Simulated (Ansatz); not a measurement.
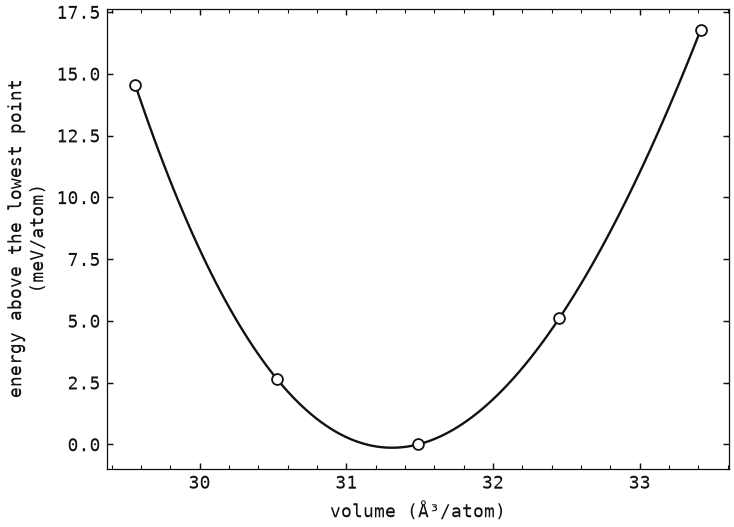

The figure shows the energy above the lowest point against volume for Pb, space group Fm-3m (No. 225) (one of a set of cubic test structures, which need not be the stable phase).

How it was computed, with Ansatz 0.2.0 development build: equation of state of a cubic crystal from periodic Kohn-Sham density functional theory without spin, third-order Birch-Murnaghan fit to the free energies; pressure corrected for the finite basis. Level: r2SCAN, no spin-orbit coupling.

- structure type: fcc
- atoms in cell: 1
- space group number: 225
- lattice centring: face-centred primitive
- k mesh: 12×12×12
- occupation method: Fermi–Dirac
- occupation width: 0.1 eV
- wave cutoff: 700 eV
- datasets: hard PAW
- density tolerance: 1e−09 eV
- bands: 15
- density cutoff ratio: 4
- search for lower states: default
- xc grid level: 2

From this curve and the settings, what does the calculation give for the pressure at the same points?

The pressure falls from 2.837 GPa at volume 29.56 Å³/atom to −2.428 GPa at 33.42 Å³/atom, and changes sign near 31.32 Å³/atom.

```csv
volume (Å³/atom),pressure (GPa)
29.56,2.837
30.52,1.167
31.49,-0.240
32.45,-1.426
33.42,-2.428
```

Caveats: no spin-orbit coupling with 6p elements; pseudopotentials made with PBE, not this functional.
